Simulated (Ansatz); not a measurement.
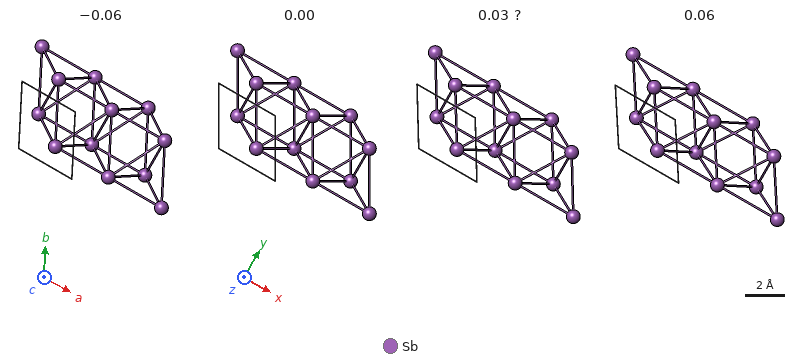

A crystal of Sb (P6_3/mmc): the cell is strained along x and oppositely along y, with the atoms kept at their fractional coordinates. x, y and z are the Cartesian axes of the input. Style: ball-and-stick. Shown: the cell of the calculation, repeated 3 × 2 × 1 with one cell outlined, along the c axis.

Level of theory: Ansatz 0.2.0, DFT PBEsol, scalar-relativistic, plane waves, PAW. Set-up: plane-wave cutoff 420 eV; k-point mesh 18 × 18 × 10; occupations gaussian; smearing width 0.15 eV; no spin polarisation. Energies (free energies at the smearing named) are counted from the cell as listed in its source, which wasn't relaxed.

```
 strain  E − E(ref) (meV/atom)
−0.0600                    7.5
−0.0450                    3.1
−0.0300                    0.2
−0.0150                   −0.5
 0.0000                    0.0
 0.0150                   −0.7
 0.0300                      ?
 0.0450                   −6.2
 0.0525                   −7.7
 0.0600                   −9.2
```

**Estimate the missing energy from the other rows, and compare with the calculation.**

A straight line between the two neighbours gives −3.5 meV/atom. A cubic through the four nearest rows (0.0000, 0.0150, 0.0450, 0.0525) gives, with Lagrange weights, (−0.1429)(0.0) + (0.6000)(−0.7) + (1.0000)(−6.2) + (−0.4571)(−7.7) = −3.1 meV/atom. The calculation gives −3.3 meV/atom, so the cubic is 0.2 meV/atom too high and the straight line 0.2 meV/atom too low.

The whole profile:

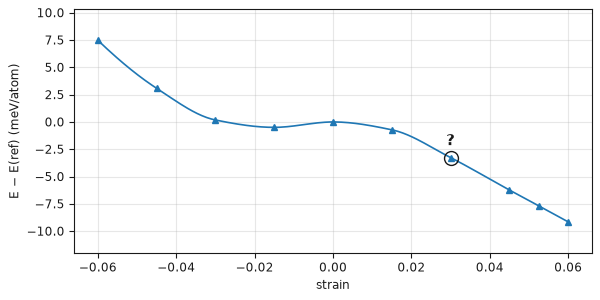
